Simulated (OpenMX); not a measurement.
**Energy of ZnO along an even scaling of the cell**

System: ZnO (P6₃mc, 4 atoms in the cell).
Method: Kohn-Sham DFT of a periodic cell, PBE, OpenMX 2013 PBE set, no spin polarisation (OpenMX 3.8.5).

The 7 runs differ only in the geometry, by an even scaling of the cell at fixed fractional positions. The structure derives from an entry of the Crystallography Open Database.

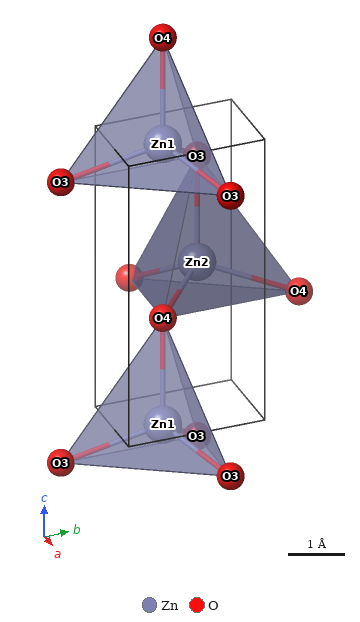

Figure 1. The structure of run 4 (polyhedral view of the cell of the calculation, seen slightly off an axis; polyhedra are completed across the faces of the cell; atoms are numbered from 1 in the order of the input). An atom can appear more than once, as a periodic image.

### Input of run 4
```
System.CurrrentDirectory             ./
System.Name                          ZnO
DATA.PATH                            ./DFT_DATA13
level.of.stdout                      1
level.of.fileout                     0
Species.Number                       2
<Definition.of.Atomic.Species
  Zn  Zn6.0H-s3p2d2          Zn_PBE13H
  O   O6.0-s2p2d1            O_PBE13
Definition.of.Atomic.Species>

Atoms.Number                         4
Atoms.SpeciesAndCoordinates.Unit     FRAC
<Atoms.SpeciesAndCoordinates
    1  Zn    0.6666666667    0.3333333333    0.0000000000  10.000 10.000
    2  Zn    0.3333333333    0.6666666667    0.5000000000  10.000 10.000
    3  O     0.3333333333    0.6666666667    0.8790100000   3.000  3.000
    4  O     0.6666666667    0.3333333333    0.3790100000   3.000  3.000
Atoms.SpeciesAndCoordinates>

Atoms.UnitVectors.Unit               Ang
<Atoms.UnitVectors
     3.2493080000    0.0000000000    0.0000000000
    -1.6246540000    2.8139832727    0.0000000000
     0.0000000000    0.0000000000    5.2057090000
Atoms.UnitVectors>

scf.XcType                           GGA-PBE
scf.SpinPolarization                 off
scf.ElectronicTemperature            580.226
scf.energycutoff                     500.0
scf.maxIter                          100
scf.EigenvalueSolver                 band
scf.Kgrid                            9 9 5
scf.Mixing.Type                      rmm-diisk
scf.Init.Mixing.Weight               0.05
scf.Min.Mixing.Weight                0.001
scf.Max.Mixing.Weight                0.3
scf.Mixing.History                   25
scf.Mixing.StartPulay                8
scf.criterion                        1.0e-8
MD.Type                              nomd
```

Command:
```bash
openmx ZnO.dat -nt 1 > ZnO.std
```

Lattice vectors (Å) and fractional positions of run 4:
```
   3.249308    0.000000    0.000000
  -1.624654    2.813983    0.000000
   0.000000    0.000000    5.205709
Zn  0.666667  0.333333  0.000000
Zn  0.333333  0.666667  0.500000
O   0.333333  0.666667  0.879010
O   0.666667  0.333333  0.379010
```

Run 3 has the same physical settings and fractional positions; its lattice vectors (Å) are:
```
   3.227500    0.000000    0.000000
  -1.613750    2.795097    0.000000
   0.000000    0.000000    5.170770
```

### Results, with one run withheld

```csv
run,volume per atom (Å³),"free energy per atom, from the lowest run given (meV)",gap on the mesh (eV)
1,11.186,65.58,1.41
2,11.424,41.97,1.36
3,11.662,?,?
4,11.900,11.70,1.26
5,12.138,3.63,1.21
6,12.376,0.08,1.16
7,12.614,0.00,1.11
```

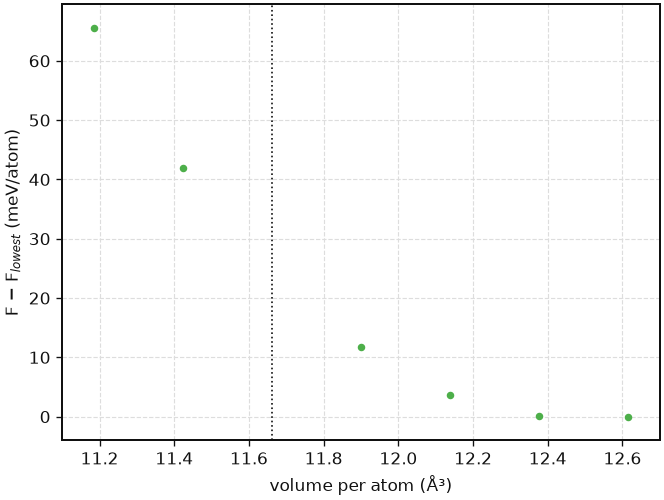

Figure 2. Free energy per atom of the runs given; the dotted line marks run 3.

Fit the runs given and predict run 3.

A cubic polynomial in V^(−2/3) (the Birch–Murnaghan form), fitted to the 6 runs given, misses them by at most 0.11 meV per atom. With x = V^(−2/3) − 0.19162 Å⁻², it reads F = 10.734 + 3814.3 x + 3.2954e+05 x² + 6.3598e+05 x³ (meV per atom). At run 3 it gives 24.21 meV per atom, and the run itself gives 24.43. The fit has its minimum at 12.493 Å³ per atom, where V d²F/dV² gives 125 GPa. Cell shape and fractional positions are held, so this is the stiffness under even scaling; the relaxed bulk modulus wasn't computed. The gap on the mesh goes, without turning, from 1.41 eV in run 1 to 1.11 eV in run 7; run 3 has 1.31 eV. These are gaps of this functional on this mesh, which can miss the band edges; they aren't the measured gap.

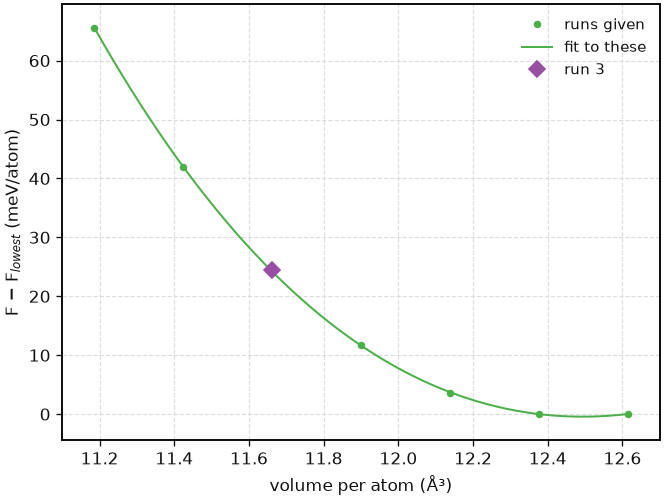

Figure 3. The fit and the withheld run.

### Some lines of the output (run 3)
```
[...]
  Cell_Volume =    314.785603267945 (Bohr^3)
        Total energy (Hartree) at MD = 1
   kloop=0
   kloop=1
   kloop=202
```

Notes: With a small basis of atomic orbitals these values can differ much from converged plane-wave results.
